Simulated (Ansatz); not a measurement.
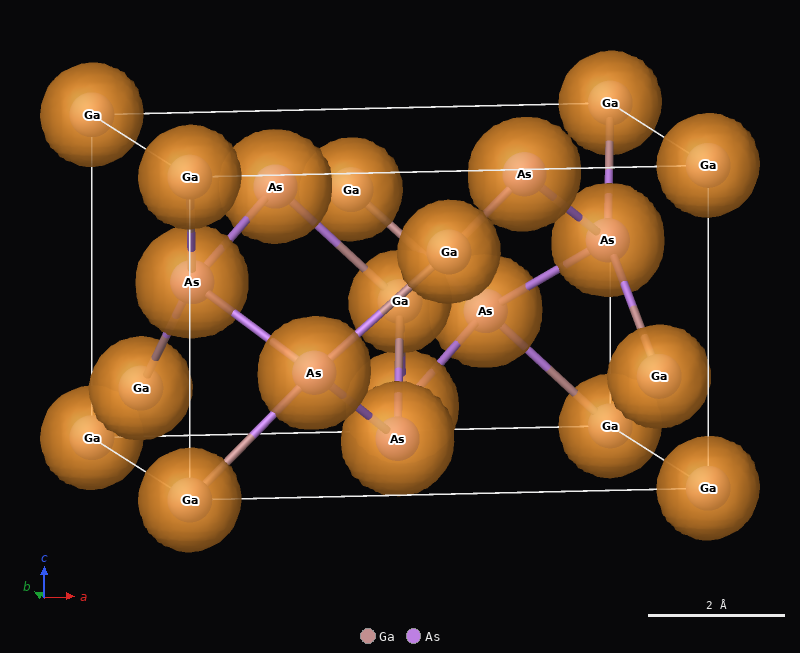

Figure. GaAs₂. Isosurface of the valence pseudo-density at 0.8 e/Å³ (orange), seen slightly off an axis. Sticks mark near contacts.

Space group I4₁22; a generated structure, not necessarily the stable one.

These are results of DFT PBE, scalar-relativistic, plane waves, PAW (Ansatz 0.2.0), not measurements.

Which contacts does the surface bridge?

At this value the density breaks into separate islands; it holds about 75 % of the electrons treated as valence (semicore included). It bridges none of the near contacts. It is pinched off along the sampled As–As (2.50 Å) and Ga–As (2.69 Å) contacts. On the grid the lowest density along these lines, outside the cores, is 0.51 e/Å³ (As–As, 2.50 Å) and 0.32 e/Å³ (Ga–As, 2.69 Å).

Does the calculation make it a metal, or give it a gap?

It is gapless in this calculation (a metal or semimetal).
